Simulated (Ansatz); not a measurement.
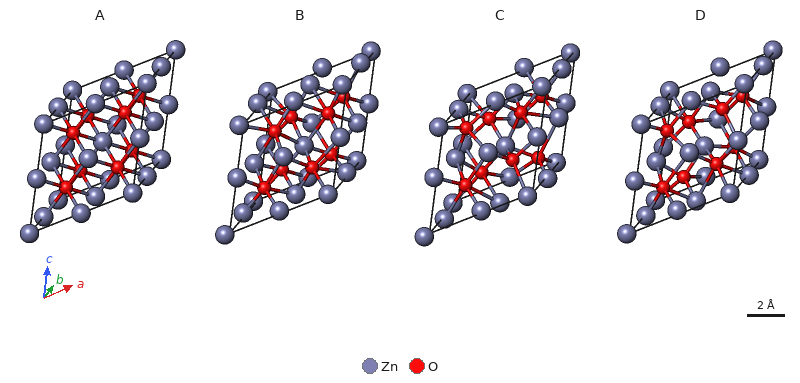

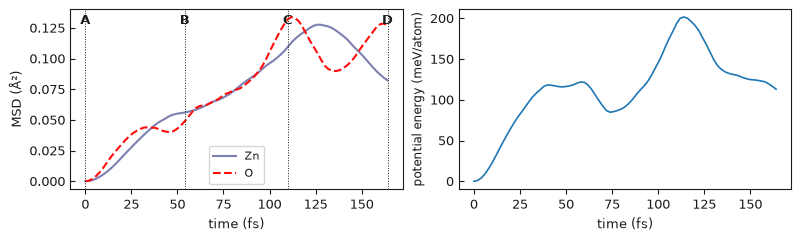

First-principles dynamics of a 16-atom cell of ZnO (set up in Fm-3m), 164 fs long. Frames (A at 0 fs, B at 54 fs, C at 110 fs, D at 164 fs) and the history of the run. Style: ball-and-stick. Shown: the reduced simulation cell, slightly off an axis. Bonds to atoms that aren't drawn are left out. Lengths and directions refer to the drawn axes.

Level of theory: DFT PBE+D3(BJ), scalar-relativistic, plane waves, PAW in Ansatz. Set-up: plane-wave cutoff 420 eV; k-point mesh 2 × 2 × 2; Fermi-Dirac smearing 0.103 eV; volume 1.04 times that of the relaxed crystal; Langevin thermostat (NVT); set temperature 1200 K; time step 2 fs; friction 0.02 per fs.

Input file:
```yaml
crystal:
  lattice:
    - [0.0, 4.3959811267, -4.3959811267]
    - [-4.3959811267, 0.0, -4.3959811267]
    - [-4.3959811267, 4.3959811267, 0.0]
  atoms:
    - { symbol: Zn, position: [0.5, 0.5, 0.0] }
    - { symbol: Zn, position: [0.0, 0.5, 0.0] }
    - { symbol: Zn, position: [0.5, 0.0, 0.0] }
    - { symbol: Zn, position: [0.0, 0.0, 0.0] }
    - { symbol: Zn, position: [0.5, 0.5, 0.5] }
    - { symbol: Zn, position: [0.0, 0.5, 0.5] }
    - { symbol: Zn, position: [0.5, 0.0, 0.5] }
    - { symbol: Zn, position: [0.0, 0.0, 0.5] }
    - { symbol: O, position: [0.75, 0.75, 0.25] }
    - { symbol: O, position: [0.25, 0.75, 0.25] }
    - { symbol: O, position: [0.75, 0.25, 0.25] }
    - { symbol: O, position: [0.25, 0.25, 0.25] }
    - { symbol: O, position: [0.75, 0.75, 0.75] }
    - { symbol: O, position: [0.25, 0.75, 0.75] }
    - { symbol: O, position: [0.75, 0.25, 0.75] }
    - { symbol: O, position: [0.25, 0.25, 0.75] }
basis:
  ecutwfc: 420
kpoints:
  mp_grid: { grid: [2, 2, 2], shift: [0.5, 0.5, 0.5] }
hamiltonian:
  xc: pbe
  dispersion: d3bj
scf:
  occupations: { method: fermi_dirac, width: 0.1034 }
  lower_state_search: "off"
  convergence: { dr2_threshold: 1.0e-07 }
output:
  forces: true
  stress: true
md:
  timestep: 2.0
  n_steps: 82
  ensemble: nvt_langevin
  temperature: 1200.0
  initial_velocities: maxwell_boltzmann
  seed: 52898
  friction: 0.02
```

Command:
```bash
ansatz run input.yaml --threads 4 --pin off --max-ram 5120MiB --backend cpu --events-out ev --progress --plain --runs-dir out
```

**What do the frames and curves show?**

Over the second half the temperature averages 1060 K (spread ±185 K). The potential energy in the second half lies on average 143 meV per atom above the first frame. The mean pressure there is 1.2 GPa. In the second half of the run the atoms are, in the root-mean-square, this far from where they began (common drift taken out): O 0.33 Å, Zn 0.32 Å. That is small against the typical shortest distance between atoms in the first frame, about 2.2 Å: the atoms vibrate about their sites and the arrangement holds.
